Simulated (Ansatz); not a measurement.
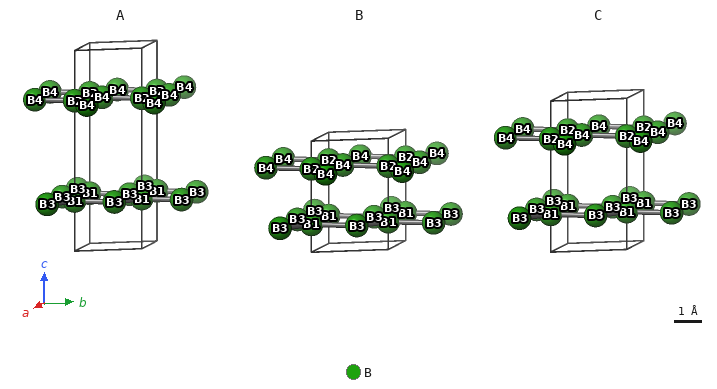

3 geometries from one relaxation of a crystal of B (a generated structure, set up in P6_3/mmc) (coarse preliminary run), in shuffled order. Style: ball-and-stick. Shown: the cell of the calculation, slightly off an axis.

Case: C → B on all its sites, cell and atoms relaxed.

Method: Ansatz 0.2.0, DFT r2SCAN, scalar-relativistic, plane waves, PAW. (plane-wave cutoff 500 eV; k-point mesh 12 × 12 × 4; occupations gaussian; smearing width 0.1 eV; no spin polarisation; cell and atoms relaxed; force threshold 0.05 eV/Å; at most 60 steps)

Order the frames from highest to lowest energy.

A, C, B. They are steps 0, 6, 12, at +3.679 eV per cell of the calculation, +0.863 eV per cell of the calculation relative to the last. The atoms keep their places relative to the cell (all moves are under 0.005 Å). The volume changes by −27.6 %, with a = b 2.610 → 2.983 Å (+14.3 %), c 7.479 → 4.144 Å (−44.6 %). Among the contacts that change: B1–B2 3.739 → 2.072 Å, B1–B3 1.507 → 1.722 Å. The space group stays P6_3/mmc (No. 194). The energy falls by 3.679 eV per cell of the calculation in 11 accepted moves (12 points after the start). All forces vanish by symmetry, so only the cell relaxes. The pressure goes from 50.33 to 0.39 GPa. At 1 point the geometry stayed and the basis and grid were re-selected for the new cell (energy shift of 5.4 meV per cell of the calculation at most each time). The run took 95 s on 1 thread of Arm Neoverse N1 (shared host), peak memory 0.42 GiB.
